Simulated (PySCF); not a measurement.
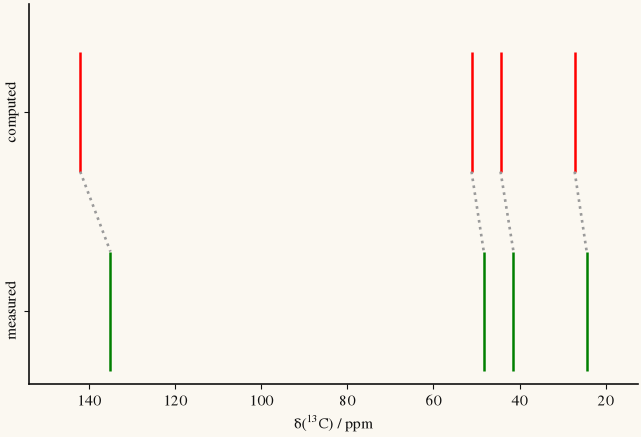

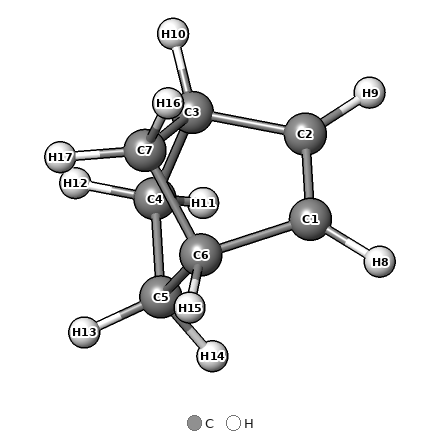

¹³C shifts of C₇H₁₀ (norbornene), SMILES C1=C[C@H]2CC[C@@H]1C2 against TMS: GIAO B97-2/pcSseg-1 (PySCF) for one gas-phase conformer (PBE0-D3(BJ)/def2-SVP, like atoms averaged) above, published measurements (CCl4) below; dotted lines join the same nuclei. Only nuclei with a measured value are shown, one named for each set of like atoms.

### Is the order of the signals reproduced?

Yes, no dotted lines cross.

### Assign the lines.

```
nucleus  computed  measured
     C1     142.0     135.0
     C7      51.1      48.3
     C3      44.4      41.4
     C4      27.2      24.4
```
